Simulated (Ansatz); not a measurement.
Consider SnO$_{2}$.

Input

```
crystal:
  lattice:
    - [5.175256, 0.0, 0.0]
    - [0.0, 5.175256, 0.0]
    - [0.0, 0.0, 5.175256]
  atoms:
    - { symbol: Sn, position: [0.0, 0.0, 0.0] }
    - { symbol: Sn, position: [0.5, 0.0, 0.5] }
    - { symbol: Sn, position: [0.5, 0.5, 0.0] }
    - { symbol: Sn, position: [0.0, 0.5, 0.5] }
    - { symbol: O, position: [0.661098, 0.838902, 0.161098] }
    - { symbol: O, position: [0.838902, 0.161098, 0.661098] }
    - { symbol: O, position: [0.161098, 0.661098, 0.838902] }
    - { symbol: O, position: [0.338902, 0.338902, 0.338902] }
    - { symbol: O, position: [0.661098, 0.661098, 0.661098] }
    - { symbol: O, position: [0.838902, 0.338902, 0.161098] }
    - { symbol: O, position: [0.161098, 0.838902, 0.338902] }
    - { symbol: O, position: [0.338902, 0.161098, 0.838902] }
hamiltonian:
  xc: pbe
  pseudopotentials: { kind: paw }
kpoints:
  mp_grid: { grid: [5, 5, 5] }
scf:
  occupations: { method: fermi_dirac, width: 0.05 }
output:
  forces: true
  stress: true
  eigenvalues: true
  write_density: true
  write_potential: true
  elf: true
  volumetric_format: npy
relax:
  f_tol: 0.01
  max_steps: 40
  cell: { stress_tol: 0.05 }
```

Command:

```sh
ansatz run input.yaml --threads 4 --pin off --max-ram 11264MiB --backend cpu --events-out ev --progress --plain --runs-dir out
```

Below, planes, directions and counts refer to the conventional cell (a = 5.17 Å, b = 5.17 Å, c = 5.17 Å, α = 90.00°, β = 90.00°, γ = 90.00°).

The fields are those of the run's last geometry, not of the input's.

Space group Pa-3; a structure from a database of computed crystals, not necessarily the ambient phase.

Computed with Kohn-Sham DFT of a periodic cell, PBE, Ansatz PAW (Ansatz 0.2.0).

What will maps of the valence pseudo-density and electron localisation function show?

Answer. Sn–O (2.11 Å): ρ is about 0.6 e/Å³ halfway; the ELF peaks at about 0.80 in the valence shell of O, 0.6 Å from its nucleus, and is about 0.25 at the midpoint; no localised pair shows between them.

Metal or insulator at this level of theory?

Answer. It is gapped, with a Kohn–Sham gap of 0.60 eV on the k-point mesh, an upper bound to the gap of this method.

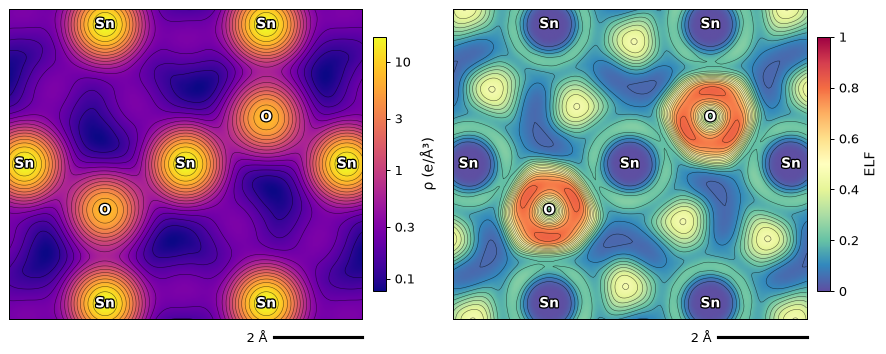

Computed valence pseudo-density and electron localisation function on the (111) plane of the conventional cell, in this order. 

In a PAW calculation such maps are meaningful between the atoms, not at the nuclei.
